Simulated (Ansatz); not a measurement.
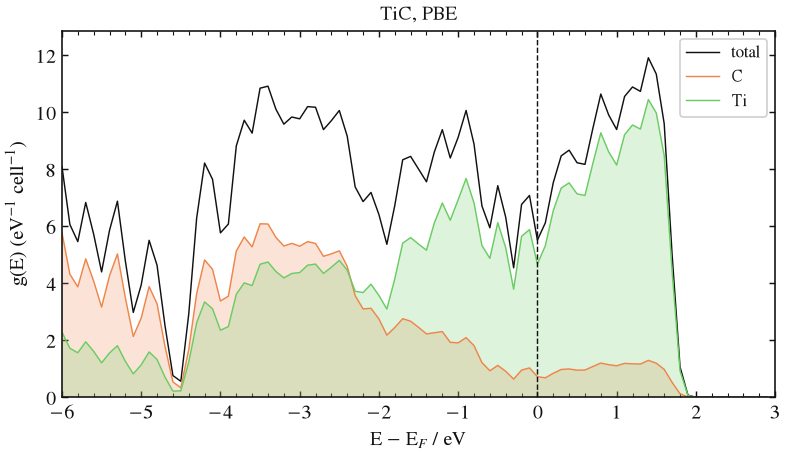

Density of states. Energies are counted from the Fermi level. The partial curves are projected on Löwdin-orthogonalised atomic shells.

System: TiC, space group P1 (No. 1), 16 atoms in the cell.

Space group P1 (No. 1). a = 6.031 Å, b = 6.039 Å, c = 6.355 Å, α = 63.00°, β = 62.77°, γ = 63.14°
| atom | site | symmetry | x | y | z |
| --- | --- | --- | --- | --- | --- |
| C | 1a | 1 | 0.0251 | 0.6127 | 0.2954 |
| Ti | 1a | 1 | 0.5098 | 0.9221 | 0.5689 |
| Ti | 1a | 1 | 0.9782 | 0.9391 | 0.5827 |
| Ti | 1a | 1 | 0.4973 | 0.4722 | 0.5552 |
| Ti | 1a | 1 | 0.9641 | 0.9879 | 0.0639 |
| C | 1a | 1 | 0.6925 | 0.5157 | 0.7376 |
| Ti | 1a | 1 | 0.9698 | 0.4802 | 0.0694 |
| Ti | 1a | 1 | 0.4955 | 0.9387 | 0.0633 |
| Ti | 1a | 1 | 0.4436 | 0.4605 | 0.0950 |
| C | 1a | 1 | 0.7471 | 0.7300 | 0.2829 |
| C | 1a | 1 | 0.1979 | 0.7087 | 0.3269 |
| C | 1a | 1 | 0.7262 | 0.2115 | 0.3239 |
| C | 1a | 1 | 0.2174 | 0.7296 | 0.8049 |
| C | 1a | 1 | 0.7229 | 0.2347 | 0.8187 |
| Ti | 1a | 1 | 0.0793 | 0.3461 | 0.6107 |
| C | 1a | 1 | 0.7348 | 0.6783 | 0.8231 |

Level of theory: DFT PBE, scalar-relativistic, plane waves, PAW, no spin polarisation, 6×6×6 k mesh, 420 eV cutoff, Gaussian smearing of 0.1 eV; code Ansatz.

> What is the density of states at the Fermi level?

It is a metal. The density of states at the Fermi level is about 6.6 per eV and cell (mean within 0.25 eV), or 0.41 per atom.

> Which states dominate at the Fermi level?

By projected weight, the states within 0.3 eV of the Fermi level are Ti (85 %) and C (15 %).
